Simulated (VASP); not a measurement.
Consider Al₂₇H (cell with a defect).

```xyz
28
Lattice="-6.0624 -6.0624 0.0000 -6.0624 0.0000 -6.0624 0.0000 -6.0624 -6.0624" Properties=species:S:1:pos:R:3 pbc="T T T"
Al   -8.0766   -8.0855   -8.0855
Al   -6.0836   -6.0676   -8.0792
Al   -4.0416   -4.1526   -8.0607
Al   -6.0836   -8.0792   -6.0676
Al   -4.0416   -6.0558   -6.0558
Al   -8.0930  -10.0895   -6.0615
Al   -4.0416   -8.0607   -4.1527
Al   -8.0930   -6.0615  -10.0896
Al   -0.0085   -4.0409   -4.0410
Al   -8.0849   -6.0529   -6.0530
Al   -6.0527   -4.0271   -6.0615
Al   -4.0416   -2.0177   -6.0392
Al   -6.0527   -6.0615   -4.0272
Al   -4.0416   -4.0384   -4.0385
Al   -8.0794   -8.0795   -4.0430
Al   -4.0416   -6.0392   -2.0178
Al   -8.0795   -4.0430   -8.0795
Al   -0.0066   -2.0230   -2.0231
Al   -8.0747   -4.0409   -4.0409
Al   -6.0663   -8.0795  -10.1054
Al  -10.1041   -6.0572   -4.0493
Al   -6.0663  -10.1053   -8.0795
Al   -4.0416   -8.0759   -8.0759
Al   -8.0620   -6.0676   -2.0168
Al  -10.1041   -4.0493   -6.0573
Al   -8.0620   -2.0168   -6.0676
Al  -12.1232  -12.1153  -12.1153
H   -10.1040   -8.4216   -8.4219
```

Level of theory: Kohn-Sham DFT of a periodic cell, PBE, VASP PAW PBE potentials, recommended in VASP 6.6.1.

**What will maps of the valence pseudo-density and electron localisation function show?**

Al–Al (2.85 Å): ρ at the midpoint is about 0.21 e/Å³; the ELF peaks at about 0.65 between the atoms.
Al–Al (2.87 Å): ρ is about 0.2 e/Å³ halfway; the ELF peaks at about 0.60 between the atoms.

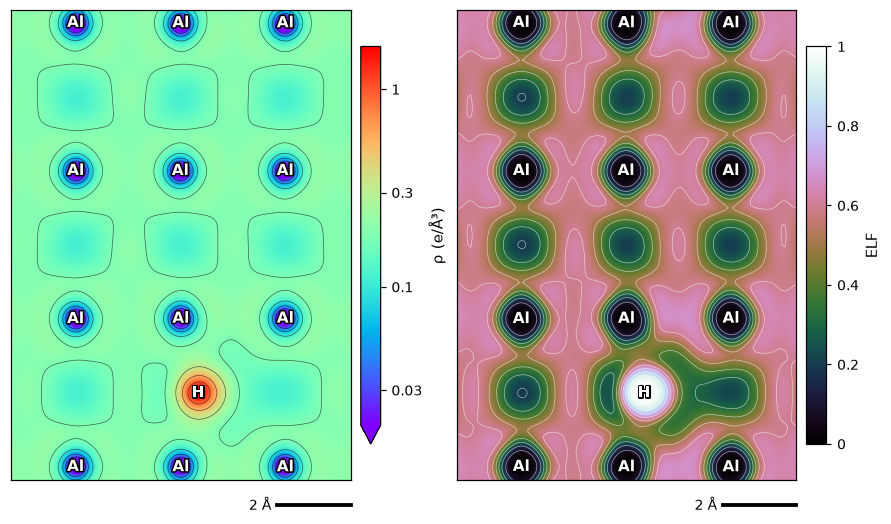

Computed valence pseudo-density and electron localisation function on the (11̄0) plane of the calculation cell, in this order. 

The density is the valence pseudo-density of a PAW calculation; it isn't the true density close to the nuclei.
